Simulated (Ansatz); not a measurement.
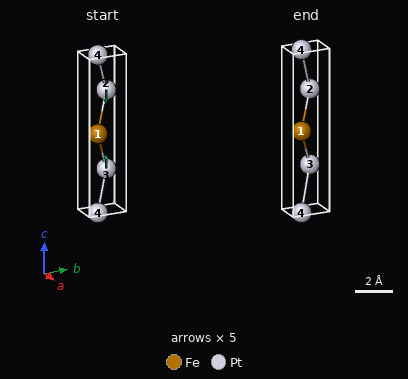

The structure of solid FePt3 (a generated structure, set up in P-6m2) (coarse preliminary run) before (left) and after (right) a relaxation, at one scale. The green arrows give the displacements (the part carried along by the change of the cell is left out), magnified 5 times.

The picture is a ball-and-stick view of the cell of the calculation, seen slightly off an axis.

All numbers below come from Ansatz, DFT PBE, scalar-relativistic, plane waves, PAW.

Input
```yaml
crystal:
  lattice:
    - [2.79629801, 0.0, 0.0]
    - [-1.39814901, 2.42166511, 0.0]
    - [0.0, 0.0, 8.80636984]
  atoms:
    - { symbol: Fe, position: [0.66666667, 0.33333333, 0.5], spin: 4.0 }
    - { symbol: Pt, position: [0.33333333, 0.66666667, 0.75] }
    - { symbol: Pt, position: [0.33333333, 0.66666667, 0.25] }
    - { symbol: Pt, position: [0.66666667, 0.33333333, 0.0] }
basis:
  ecutwfc: 420
kpoints:
  mp_grid: { grid: [6, 6, 2] }
hamiltonian:
  xc: pbe
scf:
  occupations: { method: gaussian, width: 0.1 }
  lower_state_search: "off"
output:
  forces: true
  stress: true
  eigenvalues: true
  populations: true
magnetization:
  spin_polarized: true
relax:
  adjacent_minimum: "off"
  f_tol: 0.04
  max_steps: 70
  cell: { stress_tol: 0.4 }
```

Command:
```bash
ansatz run input.yaml --threads 1 --pin off --max-ram 2560MiB --backend cpu --events-out ev --progress --plain --runs-dir out
```

Q: Describe what moved and what it gained.

A: The largest moves relative to the cell, 0.17 Å, are those of Pt2 and Pt3. Pt3 goes along +c. Fe stays in place. The volume changes by −0.1 %, with a = b 2.796 → 2.749 Å (−1.7 %), c 8.806 → 9.104 Å (+3.4 %). Among the contacts that change: Pt2–Pt4 2.730 → 2.912 Å, Fe1–Pt2 2.730 → 2.641 Å, Pt2–Pt2 2.796 → 2.749 Å, Fe1–Fe1 2.796 → 2.749 Å. The space group stays P-6m2 (No. 187). The energy falls by 107 meV per atom in 4 accepted moves (5 points after the start). The largest force component goes from 2.1 to 0.0049 eV/Å. Pressure: 2.74 GPa at the start and −0.03 GPa at the end. The SCF was repeated once at an unchanged geometry on a basis and grid sized afresh for the cell, which shifted the energy by less than 0.05 meV per atom at most.

Limits of the set-up: the k-point mesh is coarse for a cell with partly filled bands.
